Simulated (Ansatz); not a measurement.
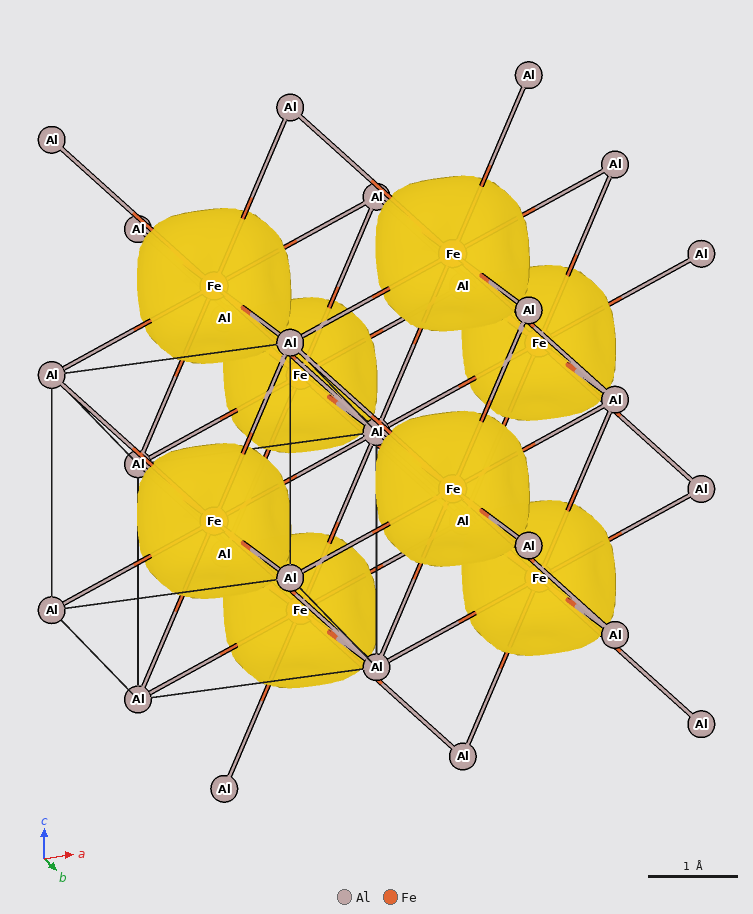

The picture shows: AlFe. Isosurface of the spin density (up minus down) at +0.04 e/Å³ (yellow), seen at an oblique angle. Sticks mark near contacts.

Space group Pm-3m; a structure generated by program, which may or may not match a known phase; spin-polarised.

Method: DFT PBE, scalar-relativistic, plane waves, PAW in Ansatz.

In a PAW calculation such maps are meaningful between the atoms, not at the nuclei.

```
CELL_PARAMETERS angstrom
2.87458 0.00000 0.00000
0.00000 2.87458 0.00000
0.00000 0.00000 2.87458
ATOMIC_POSITIONS crystal
Al 0.00000 0.00000 0.00000
Fe 0.50000 0.50000 0.50000
```

**Describe the spin distribution.**

The spin density sits on Fe: +0.7 μB in one cell of 2 atoms: parallel main moments, as they must be, since the calculation's own cell holds one magnetic site. The cell of the calculation (2 atoms) carries 0.7 μB of net spin moment.
